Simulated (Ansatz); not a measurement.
System WSe₂ (space group P-3m1, No. 164); source of the atomic positions: the input geometry of an electronic-structure calculation (not necessarily at equilibrium); the starting structure was generated, so it need not be a known form of this composition.

```cif
data_structure
_symmetry_space_group_name_H-M 'P-3m1'
_symmetry_Int_Tables_number 164
_cell_length_a 3.2999
_cell_length_b 3.2999
_cell_length_c 7.4880
_cell_angle_alpha 90.000
_cell_angle_beta 90.000
_cell_angle_gamma 120.000
_cell_volume 70.62
loop_
_atom_site_label
_atom_site_type_symbol
_atom_site_symmetry_multiplicity
_atom_site_Wyckoff_symbol
_atom_site_fract_x
_atom_site_fract_y
_atom_site_fract_z
_atom_site_occupancy
W1 W 1 a 0.00000 0.00000 0.00000 1
Se1 Se 2 d 0.33333 0.66667 0.22942 1
```

Bonds are taken as Se–W below 2.9 Å; no other contact counts. Atoms with one bond or none are removed and atoms with two bonds are replaced by edges, until no such atom is left.

What net does this leave?

The result is a binodal (3,6)-connected, two-periodic (layers) net: Se is a 3-connected node; W is a 6-connected node, in the ratio 2:1. It is the kgd net, known from the layers of CdI2 (1T type). The layers lie parallel to (001).

```tsv
node	links	point symbol	coordination sequence
Se	3	4³	3 12 9 24 15
W	6	4⁶·6⁶·8³	6 6 18 12 30
```

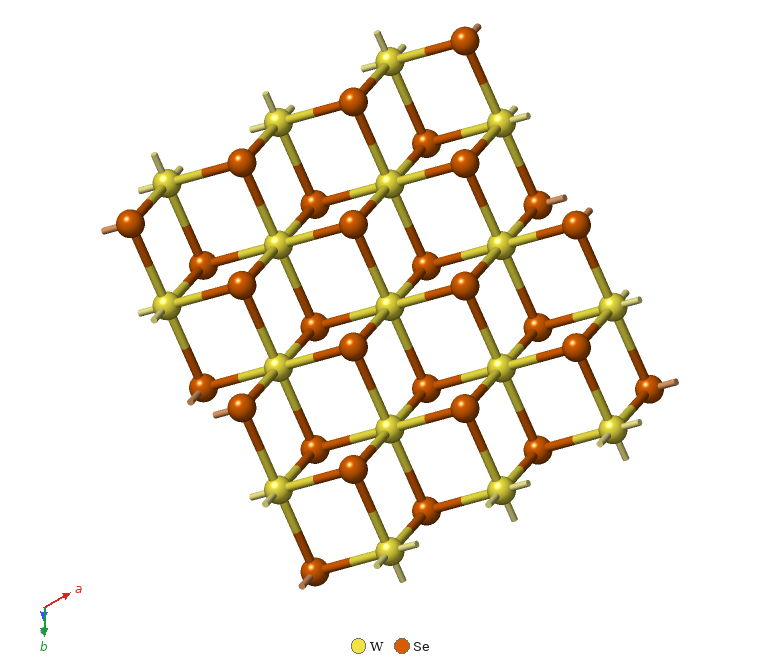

Nodes are coloured by element. One layer is drawn. Short stubs are edges that leave the cut-out.
